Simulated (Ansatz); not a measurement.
Ti: geometry relaxation (part 1 of 2)

System: Ti (P-3m1, 5 atoms in the cell).
Method: DFT r2SCAN, scalar-relativistic, plane waves, PAW, no spin polarisation (Ansatz 0.2.0).

The structure was built on a prototype by a generator; it need not be a known phase. It belongs to a series of runs on one base structure; here: stacking ABCAC. Figures and captions count atoms from 1; the log counts them from 0 in places.

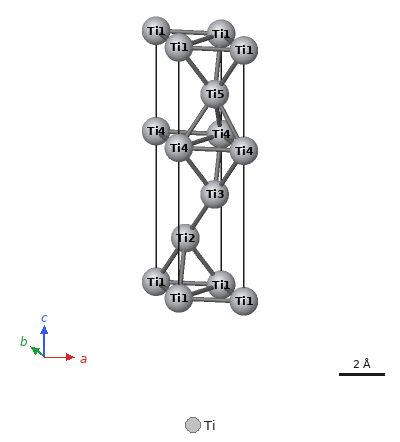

*The structure as given in the input (ball-and-stick view of the cell of the calculation, seen slightly off an axis; atoms are numbered from 1 in the order of the input).*

Near neighbours in the crystal (not all of them lie inside the picture): Ti has 12 Ti at 2.87 to 2.94 Å.

**Summary**

- outcome: converged
- space group (tolerance 0.01 Å): P-3m1 (164)
- electrons treated: 60
- free energy: −12521.6385 eV
- Fermi energy: 13.264 eV
- gap on the k-point mesh: none (metallic)
- pressure: 0.00 GPa
- final volume: 86.90 Å³
- largest force (length of the vector) at the end: 0.007 eV/Å
- final cell: a = 2.923 Å, b = 2.923 Å, c = 11.744 Å, α = 90.00°, β = 90.00°, γ = 120.00°
- hardware: 1 thread of Intel Xeon (Granite Rapids), 64 GiB of memory available, shared host
- wall time: 2.5 min
- peak memory: 0.93 GiB

**The input**
```yaml
crystal:
  lattice:
    - [2.9358214175, 0.0, 0.0]
    - [-1.4679107088, 2.5424959285, 0.0]
    - [0.0, 0.0, 11.5918228128]
  atoms:
    - { symbol: Ti, position: [0.0, 0.0, 0.0] }
    - { symbol: Ti, position: [0.3333333333, 0.6666666667, 0.2] }
    - { symbol: Ti, position: [0.6666666667, 0.3333333333, 0.4] }
    - { symbol: Ti, position: [0.0, 0.0, 0.6] }
    - { symbol: Ti, position: [0.6666666667, 0.3333333333, 0.8] }
basis:
  ecutwfc: 500
kpoints:
  mp_grid: { grid: [18, 18, 4] }
hamiltonian:
  xc: r2scan
scf:
  occupations: { method: gaussian, width: 0.1 }
output:
  forces: true
  stress: true
  eigenvalues: true
  populations: true
  write_density: true
  write_potential: true
  elf: true
  volumetric_format: npy
relax:
  adjacent_minimum: "off"
  f_tol: 0.01
  max_steps: 45
  cell: { stress_tol: 0.05 }
```

Command:
```bash
ansatz run input.yaml --threads 1 --pin off --max-ram 2560MiB --backend cpu --events-out ev --progress --plain --runs-dir out
```

**Log**
```
Engine: ansatz 0.2.0, x86_64-unknown-linux-gnu
Pseudopotentials: kind: paw
Pseudopotential: Ti, paw, valence charge 12, recommended cutoff 500 eV (meta_gga), Ti.paw.azcp
Functional definition: r2SCAN
  parameter k0 = 0.174
  parameter k1 = 0.065
  parameter a1 = 4.9479
  exchange = r2scan_x(k0 = k0, k1 = k1, a1 = a1)
  correlation = r2scan_c
Crystal: 5 atoms, lattice volume = 86.525 Å³
Basis set: ecut = 500 eV, 2263 PW (Γ), exchange–correlation on 96×96×360 points (64 copies of the dense FFT grid, shifted against one another)
Bands: 36, of which v1, the nominal top of the filled ones, is band 30 counted from 1 (29 counted from 0)
Symmetry: 12 space group operations
Space group: P-3m1 (ITA 164), of the structure as read, at distance tolerance 4.4e-5 Å
k-points: 138 of 1296
Non-local potential: Ti, projectors of the file, l = 0: 3, l = 1: 2, l = 2: 3, l = 3: 1
PAW form: soft (Blöchl's): semilocal exchange-correlation on the pseudo side does not see the compensation charge
PAW frozen core: Ti, regenerated for the run's functional (the file was generated under x = pbe(κ = 0.804, μ = 0.2195149727645171), c = pbe(β = 0.06672455060314922))
PAW one-centre angular grid: Ti, 590 points (default); XC on 160 Gauss nodes
Initial density: superposition of atomic densities (neutral atoms: chi_scale 0, normalization atom), corrected by the library's trained network
Initial wavefunctions: pseudopotential atomic-orbital guess
Functional: x = r2scan, c = r2scan; τ floored in thin density (d = 2e-4 eV/Å³)
SCF iter   1: F=—  HF=-12521.548454 eV  |F-HF|=—  |Δ(HF+E_count)|=         —  Δρ=1.78e-2  dr2=8.90e-1  dr2_τ=4.28e-2  ethr=1.77e-3  ⟨swp⟩=6.0  Hψ=20248  notcnv=0
preconditioner: auto → Kerker (q_TF=auto, 2.567 Å⁻¹)  [metal: Δε(μ)=0.003 eV  Ē_g=2.579 eV  σ=0.100 eV  W_gap=0.02  n_scr=26 (ndim 8)  ℏωp=17.9 eV  f_vac=0.000  D(μ)=5.85/eV (n_scr^D=66)]
SCF iter   2: F=—  HF=-12521.631802 eV  |F-HF|=—  |Δ(HF+E_count)|=   8.33e-2  Δρ=8.67e-3  dr2=1.42e-1  dr2_τ=7.98e-3  ethr=1.48e-3  ⟨swp⟩=2.7  Hψ=8930  notcnv=0  defer=108
SCF iter   3: F=—  HF=-12521.629811 eV  |F-HF|=—  |Δ(HF+E_count)|=   1.99e-3  Δρ=4.94e-3  dr2=1.61e-1  dr2_τ=2.27e-3  ethr=2.36e-4  ⟨swp⟩=2.2  Hψ=6531  notcnv=0  defer=108
SCF iter   4: F=—  HF=-12521.627722 eV  |F-HF|=—  |Δ(HF+E_count)|=   2.09e-3  Δρ=1.94e-3  dr2=6.43e-3  dr2_τ=2.72e-4  ethr=2.36e-4  ⟨swp⟩=1.1  Hψ=4937  notcnv=0  defer=109
SCF iter   5: F=—  HF=-12521.629818 eV  |F-HF|=—  |Δ(HF+E_count)|=   2.10e-3  Δρ=2.71e-3  dr2=1.62e-2  dr2_τ=5.22e-4  ethr=1.07e-5  ⟨swp⟩=2.2  Hψ=6800  notcnv=0  defer=107
SCF iter   6: F=—  HF=-12521.628934 eV  |F-HF|=—  |Δ(HF+E_count)|=   8.84e-4  Δρ=3.14e-4  dr2=3.38e-4  dr2_τ=3.88e-6  ethr=1.07e-5  ⟨swp⟩=2.0  Hψ=6026  notcnv=0  defer=106
SCF iter   7: F=—  HF=-12521.628947 eV  |F-HF|=—  |Δ(HF+E_count)|=   1.27e-5  Δρ=8.27e-5  dr2=3.10e-5  dr2_τ=4.03e-7  ethr=5.63e-7  ⟨swp⟩=1.6  Hψ=5134  notcnv=0  defer=106
SCF iter   8: F=—  HF=-12521.628943 eV  |F-HF|=—  |Δ(HF+E_count)|=   3.80e-6  Δρ=1.95e-5  dr2=2.84e-7  dr2_τ=1.94e-8  ethr=5.17e-8  ⟨swp⟩=1.2  Hψ=4987  notcnv=0  defer=106
SCF iter   9: F=—  HF=-12521.628943 eV  |F-HF|=—  |Δ(HF+E_count)|=   4.34e-8  Δρ=6.67e-6  dr2=1.63e-7  dr2_τ=1.98e-9  ethr=1.67e-10  ⟨swp⟩=10.9  Hψ=28147  notcnv=0
SCF iter  10: F=-12521.628943 eV  HF=-12521.628943 eV  |F-HF|=1.61e-8  |Δ(HF+E_count)|=   2.81e-9  Δρ=2.05e-6  dr2=1.71e-8  dr2_τ=1.04e-10  ethr=1.67e-10  ⟨swp⟩=6.5  Hψ=23790  notcnv=0
SCF 1 converged in 10 iterations: F = -12521.628943 eV  dr2 = 1.71e-8
  greatest PAW one-centre occupation: 1.000 electrons in one spin orbital (limit 2), on the Ti atom at site 4 (counted from 0), in its partial waves of l = 1
relax step   1: F+E_penalty+E_count = -12521.62894306 eV  Δ(F+E_penalty+E_count) = +0.000e0 eV  max|allowed force component| = 8.931e-2 eV/Å  Δτ_max = 0.0000 Å  P = +0.458 GPa  Ω = 86.525 Å³  (10 SCF iters, dr2 threshold 1.00e-7 eV, accepted)
Crystal: 5 atoms, lattice volume = 87.098 Å³
Basis set: ecut = 500 eV, 2227 PW (Γ), exchange–correlation on 96×96×360 points (64 copies of the dense FFT grid, shifted against one another)
Initial density: handed on by an earlier stage of this run
Initial wavefunctions: those handed on with the density
iter 1 solved again at ethr=7.00e-4 eV; its pass at ethr=3.10e-3 eV (dr2=4.20e-1 eV) is discarded
SCF iter   1: F=—  HF=-12521.577427 eV  |F-HF|=—  |Δ(HF+E_count)|=         —  Δρ=6.58e-3  dr2=4.19e-1  dr2_τ=1.00e-1  ethr=7.00e-4  ⟨swp⟩=1.0  Hψ=28401  notcnv=0
preconditioner: auto → Kerker (q_TF=auto, 2.564 Å⁻¹)  [metal: Δε(μ)=0.014 eV  Ē_g=2.483 eV  σ=0.100 eV  W_gap=0.08  n_scr=26 (ndim 8)  ℏωp=17.8 eV  f_vac=0.000  D(μ)=6.48/eV (n_scr^D=78)]
SCF iter   2: F=—  HF=-12521.639369 eV  |F-HF|=—  |Δ(HF+E_count)|=   6.19e-2  Δρ=6.01e-3  dr2=1.33e-1  dr2_τ=4.55e-3  ethr=6.98e-4  ⟨swp⟩=2.5  Hψ=6143  notcnv=0
SCF iter   3: F=—  HF=-12521.636278 eV  |F-HF|=—  |Δ(HF+E_count)|=   3.09e-3  Δρ=1.25e-3  dr2=9.48e-3  dr2_τ=9.55e-5  ethr=2.21e-4  ⟨swp⟩=2.2  Hψ=5728  notcnv=0  defer=12
SCF iter   4: F=—  HF=-12521.636023 eV  |F-HF|=—  |Δ(HF+E_count)|=   2.55e-4  Δρ=1.06e-3  dr2=3.15e-3  dr2_τ=9.16e-5  ethr=1.58e-5  ⟨swp⟩=1.3  Hψ=5148  notcnv=0  defer=13
SCF iter   5: F=—  HF=-12521.635881 eV  |F-HF|=—  |Δ(HF+E_count)|=   1.43e-4  Δρ=3.98e-4  dr2=4.37e-4  dr2_τ=2.42e-5  ethr=5.26e-6  ⟨swp⟩=1.9  Hψ=5614  notcnv=0  defer=13
SCF iter   6: F=—  HF=-12521.635855 eV  |F-HF|=—  |Δ(HF+E_count)|=   2.56e-5  Δρ=1.52e-4  dr2=2.44e-5  dr2_τ=9.27e-7  ethr=7.28e-7  ⟨swp⟩=1.7  Hψ=5368  notcnv=0  defer=14
SCF iter   7: F=—  HF=-12521.635853 eV  |F-HF|=—  |Δ(HF+E_count)|=   1.86e-6  Δρ=3.15e-5  dr2=1.10e-6  dr2_τ=6.11e-8  ethr=4.07e-8  ⟨swp⟩=2.0  Hψ=6306  notcnv=0  defer=15
SCF iter   8: F=-12521.635853 eV  HF=-12521.635853 eV  |F-HF|=1.64e-7  |Δ(HF+E_count)|=   6.48e-8  Δρ=1.12e-5  dr2=2.34e-7  dr2_τ=6.24e-9  ethr=8.33e-10  ⟨swp⟩=10.1  Hψ=31060  notcnv=0
SCF 2 converged in 8 iterations: F = -12521.635853 eV  dr2 = 2.34e-7
relax step   2: F+E_penalty+E_count = -12521.63585314 eV  Δ(F+E_penalty+E_count) = -6.910e-3 eV  max|allowed force component| = 5.042e-2 eV/Å  Δτ_max = 0.0255 Å  P = -0.242 GPa  Ω = 87.098 Å³  energy of the carried Pulay correction = -3.221e-4 eV  (8 SCF iters, dr2 threshold 5.00e-7 eV, accepted)
Crystal: 5 atoms, lattice volume = 86.911 Å³
Basis set: ecut = 500 eV, 2239 PW (Γ), exchange–correlation on 96×96×360 points (64 copies of the dense FFT grid, shifted against one another)
iter 1 solved again at ethr=1.73e-4 eV; its pass at ethr=3.10e-3 eV (dr2=1.04e-1 eV) is discarded
SCF iter   1: F=—  HF=-12521.624619 eV  |F-HF|=—  |Δ(HF+E_count)|=         —  Δρ=3.09e-3  dr2=1.04e-1  dr2_τ=2.31e-2  ethr=1.73e-4  ⟨swp⟩=1.1  Hψ=22221  notcnv=0
preconditioner: auto → Kerker (q_TF=auto, 2.565 Å⁻¹)  [metal: Δε(μ)=0.004 eV  Ē_g=2.494 eV  σ=0.100 eV  W_gap=0.02  n_scr=26 (ndim 8)  ℏωp=17.8 eV  f_vac=0.000  D(μ)=6.21/eV (n_scr^D=66)]
SCF iter   2: F=—  HF=-12521.638903 eV  |F-HF|=—  |Δ(HF+E_count)|=   1.43e-2  Δρ=2.77e-3  dr2=2.78e-2  dr2_τ=1.01e-3  ethr=1.73e-4  ⟨swp⟩=2.0  Hψ=5337  notcnv=0
SCF iter   3: F=—  HF=-12521.638298 eV  |F-HF|=—  |Δ(HF+E_count)|=   6.04e-4  Δρ=5.37e-4  dr2=1.99e-3  dr2_τ=1.29e-5  ethr=4.63e-5  ⟨swp⟩=1.1  Hψ=4985  notcnv=0
SCF iter   4: F=—  HF=-12521.638253 eV  |F-HF|=—  |Δ(HF+E_count)|=   4.58e-5  Δρ=2.01e-4  dr2=1.40e-4  dr2_τ=3.49e-6  ethr=3.32e-6  ⟨swp⟩=1.0  Hψ=4967  notcnv=0
SCF iter   5: F=—  HF=-12521.638250 eV  |F-HF|=—  |Δ(HF+E_count)|=   3.06e-6  Δρ=9.68e-5  dr2=1.66e-5  dr2_τ=6.79e-7  ethr=2.33e-7  ⟨swp⟩=2.1  Hψ=5943  notcnv=0
SCF iter   6: F=—  HF=-12521.638250 eV  |F-HF|=—  |Δ(HF+E_count)|=   5.78e-8  Δρ=8.42e-5  dr2=1.42e-5  dr2_τ=5.97e-7  ethr=2.77e-8  ⟨swp⟩=2.0  Hψ=6124  notcnv=0
SCF iter   7: F=—  HF=-12521.638249 eV  |F-HF|=—  |Δ(HF+E_count)|=   5.06e-7  Δρ=3.10e-5  dr2=1.71e-6  dr2_τ=1.63e-8  ethr=2.37e-8  ⟨swp⟩=1.0  Hψ=4974  notcnv=0
SCF iter   8: F=-12521.638249 eV  HF=-12521.638249 eV  |F-HF|=7.60e-8  |Δ(HF+E_count)|=   2.13e-8  Δρ=6.88e-6  dr2=9.64e-8  dr2_τ=7.94e-10  ethr=8.33e-10  ⟨swp⟩=9.9  Hψ=28840  notcnv=0
SCF 3 converged in 8 iterations: F = -12521.638249 eV  dr2 = 9.64e-8
relax step   3: F+E_penalty+E_count = -12521.63824902 eV  Δ(F+E_penalty+E_count) = -2.396e-3 eV  max|allowed force component| = 1.874e-2 eV/Å  Δτ_max = 0.0114 Å  P = -0.023 GPa  Ω = 86.911 Å³  energy of the carried Pulay correction = -2.174e-4 eV  (8 SCF iters, dr2 threshold 5.00e-7 eV, accepted)
Crystal: 5 atoms, lattice volume = 86.896 Å³
iter 1 solved again at ethr=3.08e-6 eV; its pass at ethr=3.10e-3 eV (dr2=1.85e-3 eV) is discarded
SCF iter   1: F=—  HF=-12521.637988 eV  |F-HF|=—  |Δ(HF+E_count)|=         —  Δρ=4.97e-4  dr2=1.83e-3  dr2_τ=6.39e-4  ethr=3.08e-6  ⟨swp⟩=1.2  Hψ=21504  notcnv=0
preconditioner: auto → Kerker (q_TF=auto, 2.565 Å⁻¹)  [metal: Δε(μ)=0.005 eV  Ē_g=2.492 eV  σ=0.100 eV  W_gap=0.03  n_scr=26 (ndim 8)  ℏωp=17.8 eV  f_vac=0.000  D(μ)=6.23/eV (n_scr^D=66)]
SCF iter   2: F=—  HF=-12521.638360 eV  |F-HF|=—  |Δ(HF+E_count)|=   3.72e-4  Δρ=4.80e-4  dr2=6.00e-4  dr2_τ=2.58e-5  ethr=3.06e-6  ⟨swp⟩=1.6  Hψ=5161  notcnv=0
SCF iter   3: F=—  HF=-12521.638342 eV  |F-HF|=—  |Δ(HF+E_count)|=   1.77e-5  Δρ=1.32e-4  dr2=1.03e-4  dr2_τ=1.05e-6  ethr=1.00e-6  ⟨swp⟩=1.8  Hψ=5363  notcnv=0
SCF iter   4: F=—  HF=-12521.638338 eV  |F-HF|=—  |Δ(HF+E_count)|=   4.45e-6  Δρ=1.06e-4  dr2=4.37e-5  dr2_τ=9.19e-7  ethr=1.71e-7  ⟨swp⟩=1.6  Hψ=5130  notcnv=0
SCF iter   5: F=—  HF=-12521.638329 eV  |F-HF|=—  |Δ(HF+E_count)|=   8.57e-6  Δρ=2.56e-5  dr2=1.73e-6  dr2_τ=6.14e-8  ethr=7.28e-8  ⟨swp⟩=1.2  Hψ=4992  notcnv=0
SCF iter   6: F=—  HF=-12521.638329 eV  |F-HF|=—  |Δ(HF+E_count)|=   1.70e-7  Δρ=1.23e-5  dr2=3.21e-7  dr2_τ=6.25e-9  ethr=2.88e-9  ⟨swp⟩=2.0  Hψ=6384  notcnv=0
SCF iter   7: F=-12521.638329 eV  HF=-12521.638329 eV  |F-HF|=2.77e-9  |Δ(HF+E_count)|=   1.11e-8  Δρ=3.74e-6  dr2=1.17e-8  dr2_τ=5.05e-10  ethr=3.93e-11  ⟨swp⟩=6.5  Hψ=26955  notcnv=0
SCF 4 converged in 7 iterations: F = -12521.638329 eV  dr2 = 1.17e-8
relax step   4: F+E_penalty+E_count = -12521.63832924 eV  Δ(F+E_penalty+E_count) = -8.022e-5 eV  max|allowed force component| = 7.585e-3 eV/Å  Δτ_max = 0.0022 Å  P = -0.003 GPa  Ω = 86.896 Å³  energy of the carried Pulay correction = -2.091e-4 eV  (7 SCF iters, dr2 threshold 2.36e-8 eV, accepted)
Initial wavefunctions: pseudopotential atomic-orbital guess (no wavefunctions were taken with the density)
iter 1 solved again at ethr=1.45e-6 eV; its pass at ethr=3.10e-3 eV (dr2=8.69e-4 eV) is discarded
SCF iter   1: F=—  HF=-12521.638529 eV  |F-HF|=—  |Δ(HF+E_count)|=         —  Δρ=6.33e-5  dr2=1.89e-7  dr2_τ=1.32e-6  ethr=1.45e-6  ⟨swp⟩=2.9  Hψ=30513  notcnv=0
eigensolver tolerance schedule: the retry pair's looser diagonalisation over-reported the residual by 4592.39 of it (diagonalisation noise at an unbounded share of the residual, at the tolerance the schedule requests for it); recorded, not acted on — ethr = c·dr2/N_el stays at c = 1.0e-1
preconditioner: auto → Kerker (q_TF=auto, 2.565 Å⁻¹)  [metal: Δε(μ)=0.005 eV  Ē_g=2.492 eV  σ=0.100 eV  W_gap=0.03  n_scr=26 (ndim 8)  ℏωp=17.8 eV  f_vac=0.000  D(μ)=6.24/eV (n_scr^D=66)]
SCF iter   2: F=—  HF=-12521.638535 eV  |F-HF|=—  |Δ(HF+E_count)|=   5.92e-6  Δρ=3.22e-5  dr2=5.68e-8  dr2_τ=2.50e-7  ethr=3.15e-10  ⟨swp⟩=3.0  Hψ=9853  notcnv=0
SCF iter   3: F=—  HF=-12521.638536 eV  |F-HF|=—  |Δ(HF+E_count)|=   1.85e-6  Δρ=4.90e-6  dr2=3.14e-8  dr2_τ=3.60e-9  ethr=9.47e-11  ⟨swp⟩=2.1  Hψ=8494  notcnv=0
SCF iter   4: F=—  HF=-12521.638536 eV  |F-HF|=—  |Δ(HF+E_count)|=   1.37e-8  Δρ=3.11e-6  dr2=2.33e-8  dr2_τ=9.12e-10  ethr=5.24e-11  ⟨swp⟩=2.0  Hψ=5985  notcnv=0
SCF iter   5: F=—  HF=-12521.638536 eV  |F-HF|=—  |Δ(HF+E_count)|=  3.86e-10  Δρ=1.17e-6  dr2=4.25e-9  dr2_τ=9.45e-11  ethr=3.88e-11  ⟨swp⟩=1.1  Hψ=4983  notcnv=0
SCF iter   6: F=—  HF=-12521.638536 eV  |F-HF|=—  |Δ(HF+E_count)|=  2.84e-10  Δρ=9.60e-7  dr2=1.96e-9  dr2_τ=5.18e-11  ethr=7.08e-12  ⟨swp⟩=1.2  Hψ=4993  notcnv=0
SCF iter   7: F=—  HF=-12521.638536 eV  |F-HF|=—  |Δ(HF+E_count)|=  6.55e-11  Δρ=2.16e-7  dr2=7.13e-11  dr2_τ=2.48e-12  ethr=3.26e-12  ⟨swp⟩=1.7  Hψ=5377  notcnv=0
SCF iter   8: F=-12521.638536 eV  HF=-12521.638536 eV  |F-HF|=0.00e0  |Δ(HF+E_count)|=  3.64e-12  Δρ=5.27e-8  dr2=2.04e-12  dr2_τ=1.02e-13  ethr=1.00e-12  ⟨swp⟩=5.1  Hψ=19098  notcnv=0
SCF 5 converged in 8 iterations: F = -12521.638536 eV  dr2 = 2.04e-12
relax step   5: F+E_penalty+E_count = -12521.63853642 eV  Δ(F+E_penalty+E_count) = -2.072e-4 eV  max|allowed force component| = 7.485e-3 eV/Å  Δτ_max = 0.0000 Å  P = -0.001 GPa  Ω = 86.896 Å³  stress off target by 1.54e-3 GPa  SCF on the basis re-selected at this cell (its energy is not comparable with the rows above)  (8 SCF iters)
```

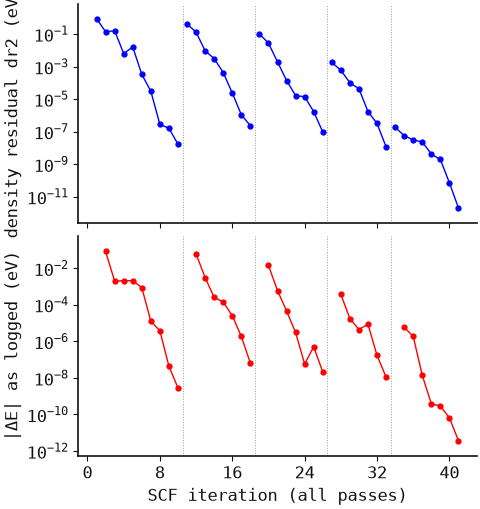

*Convergence of the self-consistent field: density residual dr2 and size of the energy change against the SCF iteration. The dotted lines part the SCF passes of the relaxation: geometry steps, rejected trials and re-solves on a re-selected basis.*

The 5 passes take 7 to 10 iterations each, 41 in all.
